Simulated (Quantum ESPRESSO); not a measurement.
**KF: 7 runs along one coordinate**

System: KF (Fm-3m, 2 atoms in the cell).
Method: Kohn-Sham DFT of a periodic cell, PBE, SSSP 1.3 efficiency PBE, no spin polarisation (Quantum ESPRESSO 7.5).

The 7 runs differ only in the geometry, by an even scaling of the cell at fixed fractional positions. The structure derives from an entry of the Crystallography Open Database.

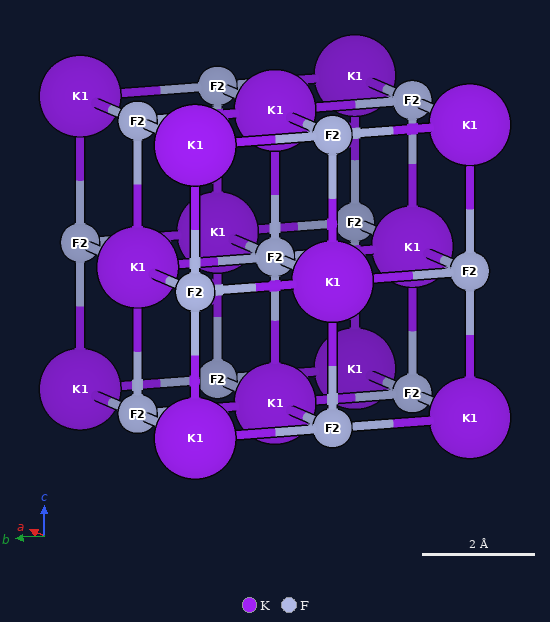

Figure 1. The structure of run 4 (ball-and-stick view of the cell 4 times as large as that of the calculation, set on its symmetry axes, seen at an oblique angle; atoms are numbered from 1 in the order of the input).

## Input of run 4
```
&CONTROL
  calculation = 'scf'
  prefix = 'pwscf'
  outdir = './tmp'
  pseudo_dir = './pseudo'
  tprnfor = .true.
  tstress = .true.
  disk_io = 'low'
/
&SYSTEM
  ibrav = 0
  nat = 2
  ntyp = 2
  ecutwfc = 60
  ecutrho = 480
  nbnd = 14
  occupations = 'smearing'
  smearing = 'fd'
  degauss = 0.00367493
/
&ELECTRONS
  conv_thr = 4d-10
  electron_maxstep = 120
  mixing_beta = 0.5
/
ATOMIC_SPECIES
K     39.0983 K.pbe-spn-kjpaw_psl.1.0.0.UPF
F     18.9984 f_pbe_v1.4.uspp.F.UPF
CELL_PARAMETERS angstrom
   0.0000000000    2.6718500000    2.6718500000
   2.6718500000    0.0000000000    2.6718500000
   2.6718500000    2.6718500000    0.0000000000
ATOMIC_POSITIONS crystal
K      0.0000000000    0.0000000000    0.0000000000
F      0.5000000000    0.5000000000    0.5000000000
K_POINTS automatic
9 9 9 0 0 0
```

## File pp_density.in of run 4
```
&INPUTPP
  prefix = 'pwscf'
  outdir = './tmp'
  filplot = 'density.dat'
  plot_num = 0
/
&PLOT
  nfile = 1
  filepp(1) = 'density.dat'
  iflag = 3
  output_format = 6
  fileout = 'density.cube'
/
```

## File pp_potential.in of run 4
```
&INPUTPP
  prefix = 'pwscf'
  outdir = './tmp'
  filplot = 'potential.dat'
  plot_num = 11
/
&PLOT
  nfile = 1
  filepp(1) = 'potential.dat'
  iflag = 3
  output_format = 6
  fileout = 'potential.cube'
/
```

Command:
```bash
OMP_NUM_THREADS=1 pw.x -in pw.in > pw.out
OMP_NUM_THREADS=1 pp.x -in pp_density.in > pp_density.out
OMP_NUM_THREADS=1 pp.x -in pp_potential.in > pp_potential.out
```

Lattice vectors (Å) and fractional positions of run 4:
```
   0.000000    2.671850    2.671850
   2.671850    0.000000    2.671850
   2.671850    2.671850    0.000000
K   0.000000  0.000000  0.000000
F   0.500000  0.500000  0.500000
```

Run 6 has the same physical settings and fractional positions; its lattice vectors (Å) are:
```
   0.000000    2.707010    2.707010
   2.707010    0.000000    2.707010
   2.707010    2.707010    0.000000
```

## Results, with one run withheld

| run | volume per atom (Å³) | free energy per atom, from the lowest run given (meV) | pressure (GPa) | gap on the mesh (eV) |
| --- | --- | --- | --- | --- |
| 1 | 17.929 | 21.43 | 3.88 | 6.51 |
| 2 | 18.311 | 13.25 | 2.94 | 6.40 |
| 3 | 18.692 | 7.20 | 2.10 | 6.28 |
| 4 | 19.074 | 3.03 | 1.35 | 6.18 |
| 5 | 19.455 | 0.56 | 0.68 | 6.07 |
| 6 | 19.837 | ? | ? | ? |
| 7 | 20.218 | 0.00 | −0.45 | 5.88 |

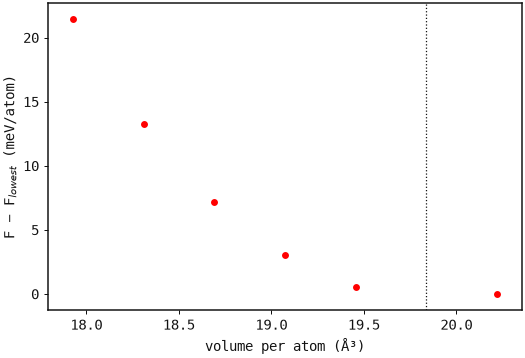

Figure 2. Free energy per atom of the runs given; the dotted line marks run 6.

Fit the runs given and predict run 6.

A cubic polynomial in V^(−2/3) (the Birch–Murnaghan form), fitted to the 6 runs given, misses them by under 0.01 meV per atom. With x = V^(−2/3) − 0.14083 Å⁻², it reads F = 4.4801 + 2101.3 x + 2.2789e+05 x² + 5.887e+05 x³ (meV per atom). At run 6 it gives −0.40 meV per atom, and the run itself gives −0.40. The slope of the fit gives a pressure −dF/dV of 0.11 GPa there, and the run prints 0.08 GPa. The fit has its minimum at 19.909 Å³ per atom, where V d²F/dV² gives 29.1 GPa: the bulk modulus at this level, since symmetry fixes the shape and the positions. The gap on the mesh goes, without turning, from 6.51 eV in run 1 to 5.88 eV in run 7; run 6 has 5.97 eV. These are gaps of this functional on this mesh, which can miss the band edges; they aren't the measured gap.

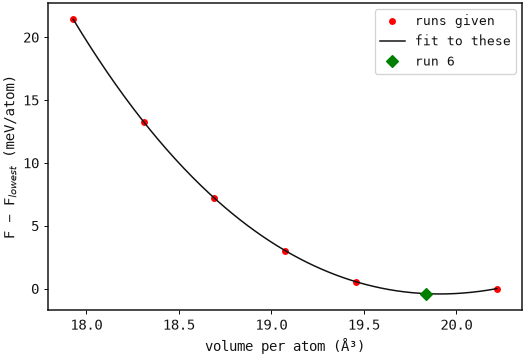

Figure 3. The fit and the withheld run.

## Some lines of the output (run 6)
```
[...]
     number of k points=    35  Fermi-Dirac smearing, width (Ry)=  0.0037
     total energy              =    -161.77495983 Ry
     total energy              =    -161.85236052 Ry
     total energy              =    -161.86917003 Ry
     total energy              =    -161.86962428 Ry
     total energy              =    -161.86972392 Ry
     total energy              =    -161.86972906 Ry
     total energy              =    -161.86973172 Ry
     total energy              =    -161.86973173 Ry
     the Fermi energy is     5.8911 ev
!    total energy              =    -161.86973173 Ry
     The total energy is F=E-TS. E is the sum of the following terms:
     Computing stress (Cartesian axis) and pressure
          total   stress  (Ry/bohr**3)                   (kbar)     P=        0.83
```
